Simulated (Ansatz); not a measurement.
# How the conductance of ZrC/GaN/ZrC changes with thickness, part 4 of 6

Wanted: T(E), the conductance and its decay constant for ZrC/GaN/ZrC. Both electrodes are ZrC rock salt(001); the barrier is GaN zinc blende(001) (Ga and Ga faces). In the first transport cell, after relaxation, the nearest pair of electrode and barrier is C–Ga at 2.93 Å, at a slant, at the lower face and C–Ga at 2.44 Å, at a slant, at the upper one. All share a net of side 3.33 Å, which strains the lower electrode by +0.0 % and the barrier by +3.5 %, against typed lattice constants near PBE's. The first steps treat the bulk electrodes alone.

Ansatz 0.2.0; PBE DFT, plane waves, PAW files (the session's first sound run).

So far, transmission at the Fermi level (a spin, zone mean): step 4 (T(E) of the junction) 0.0123. Also channels of the lower lead: step 4 0.36.

## (5) Conductance on a fine mesh, atomic planes in the barrier 5, gap between the electrodes 8.91 Å

Level of this step: PBE DFT, plane waves, PAW files; ballistic transmission by layer matching between semi-infinite leads (Ansatz).

System of this step: ZrC/GaN/ZrC. The cell holds 53 atoms: 24 C, 24 Zr, 3 Ga and 2 N. Its edges and angles: a = 3.330 Å, b = 3.330 Å, c = 74.727 Å, α = 90.0°, β = 90.0°, γ = 90.0°. Regions: left electrode, 24 atoms (12 C and 12 Zr); barrier, 5 atoms (3 Ga and 2 N); right electrode, 24 atoms (12 C and 12 Zr). Vacuum lies along c.

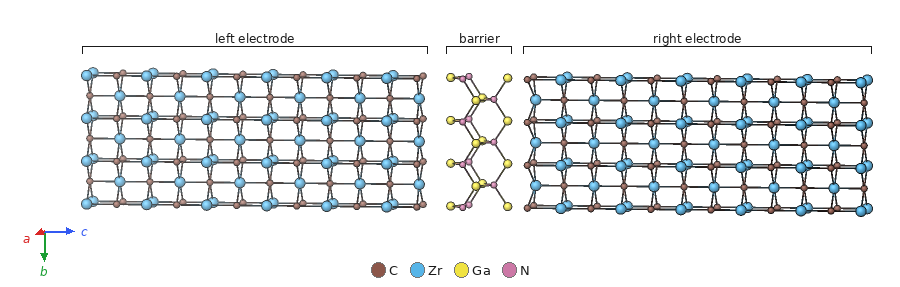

The cell of this step (carbon brown, zirconium blue, gallium yellow, nitrogen pink). 1×3×1 cells are drawn. Some periodic images of atoms are drawn too.

The conductance needs T(E) within ten thermal energies of the Fermi level, on steps under 1.5 kT, and a finer mesh (24×24), since the current can rest on few wavevectors.

input.yaml reads:

```yaml
crystal:
  lattice:
    - [3.33, 0.0, 0.0]
    - [0.0, 3.33, 0.0]
    - [0.0, 0.0, 74.7271753004]
  atoms:
    - { symbol: C, position: [0.5, 0.5, 0.0936740881] }
    - { symbol: Zr, position: [0.0, 0.0, 0.0936740881] }
    - { symbol: C, position: [0.0, 0.0, 0.1251692702] }
    - { symbol: Zr, position: [0.5, 0.5, 0.1251692702] }
    - { symbol: C, position: [0.5, 0.5, 0.1566644523] }
    - { symbol: Zr, position: [0.0, 0.0, 0.1566644523] }
    - { symbol: C, position: [0.0, 0.0, 0.1881596345] }
    - { symbol: Zr, position: [0.5, 0.5, 0.1881596345] }
    - { symbol: C, position: [0.5, 0.5, 0.2196548166] }
    - { symbol: Zr, position: [0.0, 0.0, 0.2196548166] }
    - { symbol: C, position: [0.0, 0.0, 0.2511499987] }
    - { symbol: Zr, position: [0.5, 0.5, 0.2511499987] }
    - { symbol: C, position: [0.5, 0.5, 0.2826451809] }
    - { symbol: Zr, position: [0.0, 0.0, 0.2826451809] }
    - { symbol: C, position: [0.0, 0.0, 0.314140363] }
    - { symbol: Zr, position: [0.5, 0.5, 0.314140363] }
    - { symbol: C, position: [0.5, 0.5, 0.3456355451] }
    - { symbol: Zr, position: [0.0, 0.0, 0.3456355451] }
    - { symbol: C, position: [0.0, 0.0, 0.3771307273] }
    - { symbol: Zr, position: [0.5, 0.5, 0.3771307273] }
    - { symbol: C, position: [0.5, 0.5, 0.4086259094] }
    - { symbol: Zr, position: [0.0, 0.0, 0.4086259094] }
    - { symbol: C, position: [0.0, 0.0, 0.4401693587] }
    - { symbol: Zr, position: [0.5, 0.5, 0.439337663] }
    - { symbol: Ga, position: [0.5, 0.0, 0.472476379] }
    - { symbol: "N", position: [0.0, 0.0, 0.4883577818] }
    - { symbol: Ga, position: [0.0, 0.5, 0.502315849] }
    - { symbol: "N", position: [0.5, 0.5, 0.5176608498] }
    - { symbol: Ga, position: [0.5, 0.0, 0.5322433133] }
    - { symbol: C, position: [0.0, 0.0, 0.5561745102] }
    - { symbol: Zr, position: [0.5, 0.5, 0.5616920038] }
    - { symbol: C, position: [0.5, 0.5, 0.5913740906] }
    - { symbol: Zr, position: [0.0, 0.0, 0.5913740906] }
    - { symbol: C, position: [0.0, 0.0, 0.6228692727] }
    - { symbol: Zr, position: [0.5, 0.5, 0.6228692727] }
    - { symbol: C, position: [0.5, 0.5, 0.6543644549] }
    - { symbol: Zr, position: [0.0, 0.0, 0.6543644549] }
    - { symbol: C, position: [0.0, 0.0, 0.685859637] }
    - { symbol: Zr, position: [0.5, 0.5, 0.685859637] }
    - { symbol: C, position: [0.5, 0.5, 0.7173548191] }
    - { symbol: Zr, position: [0.0, 0.0, 0.7173548191] }
    - { symbol: C, position: [0.0, 0.0, 0.7488500013] }
    - { symbol: Zr, position: [0.5, 0.5, 0.7488500013] }
    - { symbol: C, position: [0.5, 0.5, 0.7803451834] }
    - { symbol: Zr, position: [0.0, 0.0, 0.7803451834] }
    - { symbol: C, position: [0.0, 0.0, 0.8118403655] }
    - { symbol: Zr, position: [0.5, 0.5, 0.8118403655] }
    - { symbol: C, position: [0.5, 0.5, 0.8433355477] }
    - { symbol: Zr, position: [0.0, 0.0, 0.8433355477] }
    - { symbol: C, position: [0.0, 0.0, 0.8748307298] }
    - { symbol: Zr, position: [0.5, 0.5, 0.8748307298] }
    - { symbol: C, position: [0.5, 0.5, 0.9063259119] }
    - { symbol: Zr, position: [0.0, 0.0, 0.9063259119] }
kpoints:
  mp_grid: { grid: [8, 8, 1] }
scf:
  occupations: { method: fermi_dirac, width: 0.1 }
  max_iter: 150
hamiltonian:
  xc: pbe
output:
  transmission:
    kmesh: [24, 24]
    e_range: [-0.26, 0.27]
    de: 0.0375
    leads: [[10, 12], [41, 43]]
```

Started as:

```
$ ansatz run input.yaml --threads 4 --pin off --max-ram 10240MiB --backend cpu --events-out ev --progress --plain --runs-dir out
```

Numbers of over 12 decimals in the logs are rounded to 6 here.

Log:

```text
[...]
Crystal: 53 atoms, lattice volume = 828.642 Å³
Basis set: ecut = 420 eV, 16297 PW (Γ)
Bands: 270, of which v1, the nominal top of the filled ones, is band 217 counted from 1 (216 counted from 0)
Symmetry: 4 space group operations
[...]
k-points: 25 of 64
[...]
SCF iter   1: F=—  HF=-118589.362935 eV  |F-HF|=—  |Δ(HF+E_count)|=         —  Δρ=3.54e-3  dr2=1.62e1  ethr=1.77e-3  ⟨swp⟩=8.2  Hψ=28847  notcnv=0  defer=169
[...]
SCF iter  10: F=-118589.260989 eV  HF=-118589.260989 eV  |F-HF|=5.82e-9  |Δ(HF+E_count)|=   8.29e-9  Δρ=7.46e-7  dr2=1.12e-8  ethr=2.31e-11  ⟨swp⟩=17.4  Hψ=22997  notcnv=0
SCF 1 converged in 10 iterations: F = -118589.260989 eV  dr2 = 1.12e-8
[...]
transmission: 1099 of 10985 steps passed
transmission: 2197 of 10985 steps passed
[...]
transmission: 10985 of 10985 steps passed
SCF converged after 10 iterations
Free energy (F): -118589.260989 eV
[...]
Internal energy: -118588.957197 eV  (E = F + TS)
E sigma→0 (E₀):  -118589.109093 eV
Entropy (-TS):   -0.303792 eV (-5.732 meV/atom)
Fermi energy:    11.442652 eV
[...]
--- Band table (eV; the first three rows and the last of 25) ---
  k-point 0: bands = [... 213 lower, 11.4643, 11.4824, 11.4829, 11.5314, 11.5418, 11.5600, 11.5626, 11.6403, ... 49 higher]
  k-point 1: bands = [... 213 lower, 11.3226, 11.3589, 11.3593, 11.5309, 11.7206, 11.8146, 11.8311, 11.8475, ... 49 higher]
  k-point 2: bands = [... 213 lower, 10.3471, 10.3530, 11.2359, 11.7576, 12.5632, 12.9193, 12.9365, 12.9454, ... 49 higher]
  k-point 24: bands = [... 213 lower, 11.1975, 11.1978, 11.2464, 11.3056, 11.3810, 11.6113, 11.6147, 11.6682, ... 49 higher]
--- Transmission ---
  basis      : 97 plane waves across, 65 finite elements along
  points     : 169, standing for a mesh of 24 x 24
  filling    : by the input's occupations and mesh, since the crystals that have channels conduct as metals do. If one of these is a semiconductor, that mesh has misplaced its level
[...]
filled         : 20.4 meV under the level at which it is neutral
    channels       : 2.777778e-1 a spin
    conductance    : 2.1926e14 S/m² at 300 K; may be off by some 0.1 % by where its bands' edges are placed, 14.3 % from the k-mesh, 0.3 % from the distance to neutral
    slowest decay  : 0.0144 /Å at (0.3333, 0.2500)
[...]
filled         : 40.5 meV under the level at which it is neutral
    channels       : 3.055556e-1 a spin
[...]
slowest decay  : 0.0136 /Å at (0.1250, 0.0000)
  junction   : crystal 0 to crystal 1, 19.25 to 54.08 Å
    transmission   : 2.076216e-2 a spin
    conductance    : 1.6360e13 S/m² at 300 K (1.6333e13 on every other point, 1.7191e13 on every other energy)
    error estimate : 5.1 % from the energy spacing and 10.8 % from band edges of the leads and from resonances (wavevectors taken as independent; lower de), 35.3 % from the k-mesh, 11.0 % from the steps of its leads' Hamiltonians or their offsets (lay more layers), 11.0 % from the distance to neutral
    resistance     : 5.6555e-2 Ω µm² beyond half of each lead's own
```

Run time: 14 min. Hardware: 4 threads of Arm Neoverse V1, shared host; peak memory 6.5 GiB.

This step gave:

```
free energy                                         : -118589.2610 eV
Fermi energy                                        : 11.44 eV
transmission at the Fermi level (a spin, zone mean) : 0.02076
channels of the lower lead                          : 0.2778
channels of the upper lead                          : 0.3056
potential step in the lower lead                    : 6.5 meV
ballistic conductance of the lower lead             : 2.19e14 S/m²
potential step in the upper lead                    : 5.3 meV
ballistic conductance of the upper lead             : 2.23e14 S/m²
junction conductance                                : 1.64e13 S/m²
error estimates by source, in the log's order       : 5.1, 10.8, 35.3, 11, 11 %
resistance-area product beyond the leads            : 0.05656 Ω um²
```

One spin. Table of transmission, zone mean by energy, zero at the Fermi level:

```
energy (eV)  transmission, zone mean
     -0.260                   0.0243
     -0.223                   0.0254
     -0.185                   0.0243
     -0.147                   0.0226
     -0.110                   0.0265
     -0.072                   0.0294
     -0.035                   0.0270
      0.003                   0.0208
      0.040                   0.0190
      0.077                   0.0179
      0.115                   0.0219
      0.152                   0.0231
      0.190                   0.0202
      0.228                   0.0124
      0.265                   0.0105
```

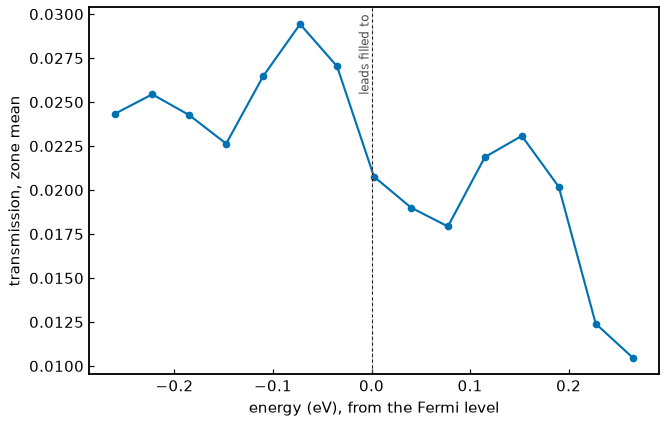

Transmission, zone mean against energy.

One spin. The open channels, zone mean by energy, zero at the Fermi level:

```
energy (eV)  lower lead  upper lead
     -0.260       0.410       0.438
     -0.223       0.347       0.361
     -0.185       0.354       0.354
     -0.147       0.340       0.347
     -0.110       0.361       0.347
     -0.072       0.347       0.347
     -0.035       0.319       0.333
      0.003       0.278       0.306
      0.040       0.292       0.292
      0.077       0.316       0.333
      0.115       0.351       0.365
      0.152       0.372       0.378
      0.190       0.420       0.378
      0.228       0.372       0.399
      0.265       0.427       0.372
```

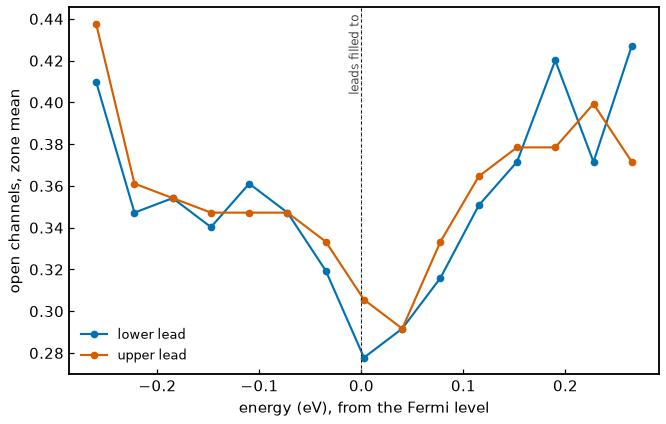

Open channels, zone mean against energy.

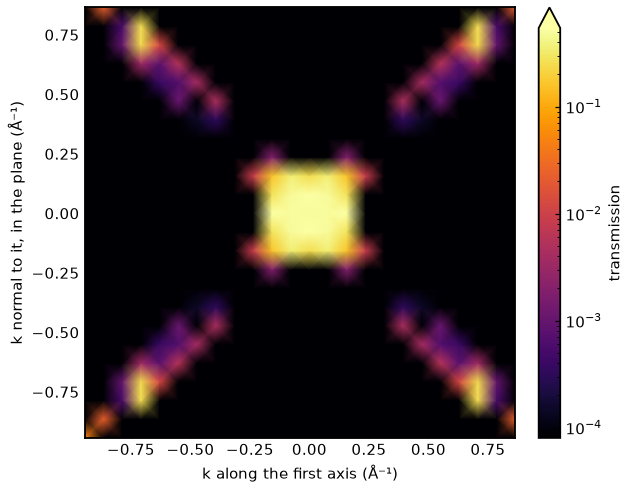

Transmission over k1 and k2. At 0.0025 eV from the Fermi level; zeros and values more than six decades under the largest are shown at that floor.

G = 1.6e13 S/m² (1/G = 0.0611 Ω µm²). The largest error estimate is 35 %, from the mesh across the current. In the worse lead the potential repeats within 6.5 meV, which the program lets pass, though it still puts 11 % of error on the junction's conductance through them. By hand, Landauer's formula with T at one energy: G = (e²/h) ΣT / A = 3.874e-5 S × 0.0415 / 11.09 Å² = 1.5e13 S/m², with T summed over both spins. The printed value averages T over the Fermi window and is 1.1 times this.

(Continued in part 5 of 6.)

[Logs are printed without paths, hosts, clocks, repeated set-up lines and the standing remarks that a program may print on its own settings, such as how far it seeks lower states.]

[Hosts, paths, dates, database ids (printed as entryN), source tags and the programs' standing remarks are cut or masked in the printed files.]
